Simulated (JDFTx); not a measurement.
## Geometry relaxation, with input and output: C (part 1 of 2)

System: C (P6₃/mmc, 4 atoms in the cell).
Method: Kohn-Sham DFT of a periodic cell, PBE with D3, PseudoDojo-SR-PBE-0.5-standard, no spin polarisation (JDFTx 1.7.0 (patched build)).

The structure derives from an entry of the Crystallography Open Database.

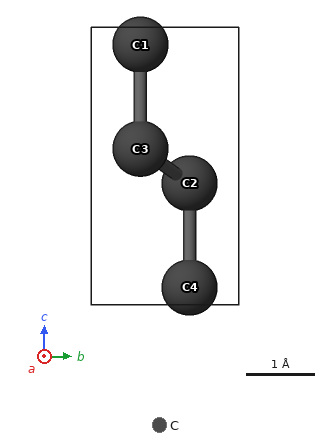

*The input geometry (ball-and-stick view of the cell of the calculation, along the a axis; atoms are numbered from 1 in the order of the input).*

The input
```
lattice Hexagonal 4.7660782589 7.7830260169
coords-type Lattice
ion C      0.6666666667     0.3333333333     0.9375000000 1
ion C      0.3333333333     0.6666666667     0.4375000000 1
ion C      0.6666666667     0.3333333333     0.5625000000 1
ion C      0.3333333333     0.6666666667     0.0625000000 1

ion-species pseudo/C.upf
elec-cutoff 41 328
elec-ex-corr gga-PBE
van-der-waals D3
kpoint-folding 12 12 7
elec-smearing Fermi 0.0018374661
elec-n-bands 14
electronic-SCF nIterations 100 energyDiffThreshold 1e-09
electronic-minimize nIterations 30 energyDiffThreshold 1e-7
forces-output-coords Cartesian
lattice-minimize nIterations 40 energyDiffThreshold 1e-6

dump-name run.$VAR
dump End Ecomponents EigStats BandEigs Kpoints Forces Stress
```

Hardware: 1 thread of Arm Neoverse V1, 24 GiB of memory available, shared host.

Launched with:
```bash
jdftx -c 1 -i C.in -o C.out
```

What the program printed
```
*************** JDFTx 1.7.0 (patched build) ***************

Input parsed successfully to the following command list (including defaults):
[... the input with its defaults ...]

---------- Setting up symmetries ----------

Found 24 point-group symmetries of the bravais lattice
Found 24 space-group symmetries with basis
Applied RMS atom displacement 2.7517e-10 bohrs to make symmetries exact.

---------- Initializing the Grid ----------
R =
[      4.76608     -2.38304            0  ]
[            0      4.12754            0  ]
[            0            0      7.78303  ]
unit cell volume = 153.109
G =
[    1.31831   0.761129         -0  ]
[          0    1.52226          0  ]
[          0         -0   0.807293  ]
Minimum fftbox size, Smin = [  40  40  64  ]
Chosen fftbox size, S = [  40  40  64  ]

---------- Initializing tighter grid for wavefunction operations ----------
R =
[      4.76608     -2.38304            0  ]
[            0      4.12754            0  ]
[            0            0      7.78303  ]
unit cell volume = 153.109
G =
[    1.31831   0.761129         -0  ]
[          0    1.52226          0  ]
[          0         -0   0.807293  ]
Minimum fftbox size, Smin = [  28  28  48  ]
Chosen fftbox size, S = [  28  28  48  ]

---------- Exchange Correlation functional ----------
Initalized PBE GGA exchange.
Initalized PBE GGA correlation.

---------- Setting up pseudopotentials ----------
Width of ionic core gaussian charges (only for fluid interactions / plotting) set to 0

Reading pseudopotential file 'pseudo/C.upf':
  'C' pseudopotential, 'PBE' functional
  Generated using ONCVPSP code by D. R. Hamann
  4 valence electrons, 2 orbitals, 4 projectors, 1001 radial grid points, with lMax = 1
    2S    l: 0   occupation:  2.0   eigenvalue: -0.505335
    2P    l: 1   occupation:  2.0   eigenvalue: -0.194238
  Core radius for overlap checks: 1.21 bohrs.

Initialized 1 species with 4 total atoms.

Folded 1 k-points by 12x12x7 to 1008 k-points.

---------- Setting up k-points, bands, fillings ----------
Reduced to 76 k-points under symmetry.
Computing the number of bands and number of electrons
Calculating initial fillings.
nElectrons:  16.000000   nBands: 14   nStates: 76

----- Setting up reduced wavefunction bases (one per k-point) -----
average nbasis = 1919.799 , ideal nbasis = 1919.867

Initializing DFT-D3 calculator:
	Parameters set for gga-PBE functional
	s6:  1.000  s_r6:  1.217
	s8:  0.722  s_r8:  1.000
	Per-atom parameters loaded for:
	 C:  sqrtQ[a0]:  3.105  Rcov[a0]:  1.417  CN: [ 0.00 0.99 2.00 3.00 3.98 ]

---------- Setting up ewald sum ----------
Optimum gaussian width for ewald sums = 1.693950 bohr.
Real space sum over 1089 unit cells with max indices [  5  5  4  ]
Reciprocal space sum over 2873 terms with max indices [  6  6  8  ]

Computing DFT-D3 correction:
# coordination-number C 4.499 4.499 4.499 4.499
# diagonal-C6 C 18.21 18.21 18.21 18.21
EvdW_6 =   -0.009758
EvdW_8 =   -0.006214

---------- Allocating electronic variables ----------
Initializing wave functions:  linear combination of atomic orbitals
C pseudo-atom occupations:   s ( 2 )  p ( 2 )
	FillingsUpdate:  mu: +0.652232674  nElectrons: 16.000000
LCAOMinimize: Iter:   0  F: -22.7850344959596036  |grad|_K:  2.468e-04  alpha:  1.000e+00
	FillingsUpdate:  mu: +0.650958117  nElectrons: 16.000000
LCAOMinimize: Iter:   1  F: -22.7856771435510304  |grad|_K:  2.845e-06  alpha:  9.602e-01  linmin:  9.482e-02  cgtest: -2.175e-01
	FillingsUpdate:  mu: +0.650954524  nElectrons: 16.000000
LCAOMinimize: Iter:   2  F: -22.7856772186065797  |grad|_K:  6.328e-07  alpha:  8.886e-01  linmin:  4.400e-05  cgtest:  2.260e-01
LCAOMinimize: Encountered beta<0, resetting CG.
	FillingsUpdate:  mu: +0.650957813  nElectrons: 16.000000
LCAOMinimize: Iter:   3  F: -22.7856772228198281  |grad|_K:  4.263e-09  alpha:  9.582e-01  linmin: -2.006e-03  cgtest:  4.476e-03
LCAOMinimize: Converged (|Delta F|<1.000000e-06 for 2 iters).

--------- Lattice Minimization ---------

Computing DFT-D3 correction:
# coordination-number C 4.499 4.499 4.499 4.499
# diagonal-C6 C 18.21 18.21 18.21 18.21
EvdW_6 =   -0.009758
EvdW_8 =   -0.006214

-------- Electronic minimization -----------
Will mix electronic density at each iteration.
	FillingsUpdate:  mu: +0.650957813  nElectrons: 16.000000
	FillingsUpdate:  mu: +0.574733756  nElectrons: 16.000000
SCF: Cycle:  0   F: -22.901632185688253   dF: -1.160e-01   |Residual|: 9.896e-02   |deigs|: 4.983e-02
	FillingsUpdate:  mu: +0.576401244  nElectrons: 16.000000
SCF: Cycle:  1   F: -22.903120745500996   dF: -1.489e-03   |Residual|: 5.006e-02   |deigs|: 6.618e-03
	FillingsUpdate:  mu: +0.579654954  nElectrons: 16.000000
SCF: Cycle:  2   F: -22.903570116369327   dF: -4.494e-04   |Residual|: 5.403e-03   |deigs|: 7.823e-03
	FillingsUpdate:  mu: +0.579980704  nElectrons: 16.000000
SCF: Cycle:  3   F: -22.903574525798874   dF: -4.409e-06   |Residual|: 1.996e-03   |deigs|: 3.931e-04
	FillingsUpdate:  mu: +0.580349786  nElectrons: 16.000000
SCF: Cycle:  4   F: -22.903575369410003   dF: -8.436e-07   |Residual|: 2.859e-04   |deigs|: 2.116e-04
	FillingsUpdate:  mu: +0.580370894  nElectrons: 16.000000
SCF: Cycle:  5   F: -22.903575502321583   dF: -1.329e-07   |Residual|: 8.143e-05   |deigs|: 5.662e-05
	FillingsUpdate:  mu: +0.580393614  nElectrons: 16.000000
SCF: Cycle:  6   F: -22.903575541169051   dF: -3.885e-08   |Residual|: 2.565e-05   |deigs|: 4.998e-05
	FillingsUpdate:  mu: +0.580395239  nElectrons: 16.000000
SCF: Cycle:  7   F: -22.903575551992667   dF: -1.082e-08   |Residual|: 1.432e-05   |deigs|: 4.701e-05
	FillingsUpdate:  mu: +0.580394395  nElectrons: 16.000000
SCF: Cycle:  8   F: -22.903575555610804   dF: -3.618e-09   |Residual|: 1.273e-06   |deigs|: 8.115e-05
	FillingsUpdate:  mu: +0.580394205  nElectrons: 16.000000
SCF: Cycle:  9   F: -22.903575556889862   dF: -1.279e-09   |Residual|: 1.312e-06   |deigs|: 8.149e-05
	FillingsUpdate:  mu: +0.580394147  nElectrons: 16.000000
SCF: Cycle: 10   F: -22.903575557338584   dF: -4.487e-10   |Residual|: 5.767e-07   |deigs|: 6.730e-05
	FillingsUpdate:  mu: +0.580394227  nElectrons: 16.000000
SCF: Cycle: 11   F: -22.903575557483105   dF: -1.445e-10   |Residual|: 1.820e-07   |deigs|: 4.111e-05
SCF: Converged (|Delta E|<1.000000e-09 for 2 iters).

Setting wave functions to eigenvectors of Hamiltonian

Computing DFT-D3 correction:
# coordination-number C 4.499 4.499 4.499 4.499
# diagonal-C6 C 18.21 18.21 18.21 18.21
EvdW_6 =   -0.009758
EvdW_8 =   -0.006214
# Lattice vectors:
R =
[      4.76608     -2.38304            0  ]
[            0      4.12754            0  ]
[            0            0      7.78303  ]
unit cell volume = 153.109

# Strain tensor in Cartesian coordinates:
[            0            0            0  ]
[            0            0            0  ]
[            0            0            0  ]

# Stress tensor in Cartesian coordinates [Eh/a0^3]:
[  0.000273832            0            0  ]
[            0  0.000273832            0  ]
[            0            0 -0.000561485  ]

# Ionic positions in lattice coordinates:
ion C   0.666666666666667   0.333333333333333   0.937500000000000 1
ion C   0.333333333333333   0.666666666666667   0.437500000000000 1
ion C   0.666666666666667   0.333333333333333   0.562500000000000 1
ion C   0.333333333333333   0.666666666666667   0.062500000000000 1

# Forces in Cartesian coordinates:
force C  -0.000000000000000  -0.000000000000000  -0.000644247770539 1
force C  -0.000000000000000  -0.000000000000000  -0.000644247770539 1
force C  -0.000000000000000  -0.000000000000000   0.000644247770539 1
force C  -0.000000000000000  -0.000000000000000   0.000644247770539 1

# Energy components:
   Eewald =      -25.5367483188565743
       EH =        1.9685879023464601
     Eloc =       -7.6436354911591913
      Enl =       -1.1302985774390000
     EvdW =       -0.0159726208162184
      Exc =       -8.6819747823652413
 Exc_core =        1.1836717530796312
       KE =       16.9527945777270297
-------------------------------------
     Etot =      -22.9035755574831050
       TS =        0.0000000000000012
-------------------------------------
        F =      -22.9035755574831050

LatticeMinimize: Iter:   0  F: -22.903575557483105  |grad|_K:  1.956e-02

#--- Lowdin population analysis ---
# oxidation-state C +0.015 +0.015 +0.015 +0.015

Computing DFT-D3 correction:
# coordination-number C 4.498 4.498 4.498 4.498
# diagonal-C6 C 18.21 18.21 18.21 18.21
EvdW_6 =   -0.009759
EvdW_8 =   -0.006208

-------- Electronic minimization -----------
Will mix electronic density at each iteration.
	FillingsUpdate:  mu: +0.580394227  nElectrons: 16.000000
	FillingsUpdate:  mu: +0.579804585  nElectrons: 16.000000
SCF: Cycle:  0   F: -22.903910801258998   dF: -1.778e-05   |Residual|: 1.151e-03   |deigs|: 7.448e-05
	FillingsUpdate:  mu: +0.579756404  nElectrons: 16.000000
SCF: Cycle:  1   F: -22.903911617701937   dF: -8.164e-07   |Residual|: 5.871e-04   |deigs|: 4.921e-05
	FillingsUpdate:  mu: +0.579710109  nElectrons: 16.000000
SCF: Cycle:  2   F: -22.903911862087988   dF: -2.444e-07   |Residual|: 6.435e-05   |deigs|: 4.428e-05
	FillingsUpdate:  mu: +0.579714025  nElectrons: 16.000000
SCF: Cycle:  3   F: -22.903911913459883   dF: -5.137e-08   |Residual|: 3.745e-05   |deigs|: 5.552e-05
	FillingsUpdate:  mu: +0.579712835  nElectrons: 16.000000
SCF: Cycle:  4   F: -22.903911933742830   dF: -2.028e-08   |Residual|: 7.368e-06   |deigs|: 9.449e-05
	FillingsUpdate:  mu: +0.579713196  nElectrons: 16.000000
SCF: Cycle:  5   F: -22.903911938326992   dF: -4.584e-09   |Residual|: 1.107e-05   |deigs|: 7.527e-05
	FillingsUpdate:  mu: +0.579713232  nElectrons: 16.000000
SCF: Cycle:  6   F: -22.903911940249991   dF: -1.923e-09   |Residual|: 5.661e-06   |deigs|: 1.070e-04
	FillingsUpdate:  mu: +0.579713030  nElectrons: 16.000000
SCF: Cycle:  7   F: -22.903911940659860   dF: -4.099e-10   |Residual|: 1.801e-06   |deigs|: 6.301e-05
	FillingsUpdate:  mu: +0.579712988  nElectrons: 16.000000
SCF: Cycle:  8   F: -22.903911940858020   dF: -1.982e-10   |Residual|: 2.362e-06   |deigs|: 1.029e-04
SCF: Converged (|Delta E|<1.000000e-09 for 2 iters).

Setting wave functions to eigenvectors of Hamiltonian

Computing DFT-D3 correction:
# coordination-number C 4.498 4.498 4.498 4.498
# diagonal-C6 C 18.21 18.21 18.21 18.21
EvdW_6 =   -0.009759
EvdW_8 =   -0.006208
# Lattice vectors:
R =
[       4.7591     -2.37955            0  ]
[            0       4.1215            0  ]
[            0            0       7.8064  ]
unit cell volume = 153.12

# Strain tensor in Cartesian coordinates:
[  -0.00146494            0            0  ]
[            0  -0.00146494            0  ]
[            0            0   0.00300381  ]

# Stress tensor in Cartesian coordinates [Eh/a0^3]:
[  0.000211853            0            0  ]
[            0  0.000211853            0  ]
[            0            0 -0.000423069  ]

# Ionic positions in lattice coordinates:
ion C   0.666666666666667   0.333333333333333   0.937417223998848 1
ion C   0.333333333333333   0.666666666666667   0.437417223998848 1
ion C   0.666666666666667   0.333333333333333   0.562582776001152 1
ion C   0.333333333333333   0.666666666666667   0.062582776001152 1

# Forces in Cartesian coordinates:
force C  -0.000000000000000  -0.000000000000000  -0.000380945006674 1
force C   0.000000000000000   0.000000000000000  -0.000380945006674 1
force C  -0.000000000000000  -0.000000000000000   0.000380945006674 1
force C  -0.000000000000000  -0.000000000000000   0.000380945006674 1

# Energy components:
   Eewald =      -25.5373472682164149
       EH =        1.9672700079820180
     Eloc =       -7.6409802083925999
      Enl =       -1.1302252681697020
     EvdW =       -0.0159667727812903
      Exc =       -8.6816527817027929
 Exc_core =        1.1836717588847416
       KE =       16.9513185915380227
-------------------------------------
     Etot =      -22.9039119408580198
       TS =        0.0000000000000012
-------------------------------------
        F =      -22.9039119408580198

LatticeMinimize: Iter:   1  F: -22.903911940858020  |grad|_K:  1.486e-02  alpha:  1.000e+00  linmin: -9.460e-01

#--- Lowdin population analysis ---
# oxidation-state C +0.015 +0.015 +0.015 +0.015

Computing DFT-D3 correction:
# coordination-number C 4.497 4.497 4.497 4.497
# diagonal-C6 C 18.21 18.21 18.21 18.21
EvdW_6 =   -0.009763
EvdW_8 =   -0.006192

-------- Electronic minimization -----------
Will mix electronic density at each iteration.
	FillingsUpdate:  mu: +0.579712988  nElectrons: 16.000000
	FillingsUpdate:  mu: +0.578397859  nElectrons: 16.000000
SCF: Cycle:  0   F: -22.904366616955528   dF: -1.698e-04   |Residual|: 3.662e-03   |deigs|: 1.522e-04
	FillingsUpdate:  mu: +0.578244392  nElectrons: 16.000000
SCF: Cycle:  1   F: -22.904371422893121   dF: -4.806e-06   |Residual|: 1.829e-03   |deigs|: 1.319e-04
	FillingsUpdate:  mu: +0.578099844  nElectrons: 16.000000
SCF: Cycle:  2   F: -22.904373044992788   dF: -1.622e-06   |Residual|: 1.943e-04   |deigs|: 1.098e-04
	FillingsUpdate:  mu: +0.578104405  nElectrons: 16.000000
SCF: Cycle:  3   F: -22.904373416739553   dF: -3.717e-07   |Residual|: 1.354e-04   |deigs|: 3.747e-05
	FillingsUpdate:  mu: +0.578107812  nElectrons: 16.000000
SCF: Cycle:  4   F: -22.904373557221984   dF: -1.405e-07   |Residual|: 3.764e-05   |deigs|: 9.083e-05
	FillingsUpdate:  mu: +0.578104845  nElectrons: 16.000000
SCF: Cycle:  5   F: -22.904373596786694   dF: -3.956e-08   |Residual|: 2.845e-05   |deigs|: 9.103e-05
	FillingsUpdate:  mu: +0.578104910  nElectrons: 16.000000
SCF: Cycle:  6   F: -22.904373612437393   dF: -1.565e-08   |Residual|: 2.629e-05   |deigs|: 8.580e-05
	FillingsUpdate:  mu: +0.578104615  nElectrons: 16.000000
SCF: Cycle:  7   F: -22.904373617170673   dF: -4.733e-09   |Residual|: 4.447e-05   |deigs|: 1.090e-04
	FillingsUpdate:  mu: +0.578105590  nElectrons: 16.000000
SCF: Cycle:  8   F: -22.904373619137996   dF: -1.967e-09   |Residual|: 2.910e-05   |deigs|: 6.359e-05
	FillingsUpdate:  mu: +0.578105312  nElectrons: 16.000000
SCF: Cycle:  9   F: -22.904373619684232   dF: -5.462e-10   |Residual|: 7.161e-06   |deigs|: 5.699e-05
	FillingsUpdate:  mu: +0.578105312  nElectrons: 16.000000
SCF: Cycle: 10   F: -22.904373619898013   dF: -2.138e-10   |Residual|: 6.451e-06   |deigs|: 8.439e-05
SCF: Converged (|Delta E|<1.000000e-09 for 2 iters).

Setting wave functions to eigenvectors of Hamiltonian

Computing DFT-D3 correction:
# coordination-number C 4.497 4.497 4.497 4.497
# diagonal-C6 C 18.21 18.21 18.21 18.21
EvdW_6 =   -0.009763
EvdW_8 =   -0.006192
# Lattice vectors:
R =
[      4.73756     -2.36878            0  ]
[            0      4.10285            0  ]
[            0            0      7.87664  ]
unit cell volume = 153.102

# Strain tensor in Cartesian coordinates:
[  -0.00598348            0            0  ]
[            0  -0.00598348            0  ]
[            0            0    0.0120284  ]

# Stress tensor in Cartesian coordinates [Eh/a0^3]:
[  1.77406e-05            0            0  ]
[            0  1.77406e-05            0  ]
[            0            0 -1.86443e-05  ]

# Ionic positions in lattice coordinates:
ion C   0.666666666666667   0.333333333333333   0.937232121661965 1
ion C   0.333333333333333   0.666666666666667   0.437232121661965 1
ion C   0.666666666666667   0.333333333333333   0.562767878338035 1
ion C   0.333333333333333   0.666666666666667   0.062767878338035 1

# Forces in Cartesian coordinates:
force C   0.000000000000000  -0.000000000000000   0.000229909996336 1
force C   0.000000000000000  -0.000000000000000   0.000229909996336 1
force C  -0.000000000000000  -0.000000000000000  -0.000229909996336 1
force C  -0.000000000000000  -0.000000000000000  -0.000229909996336 1
```
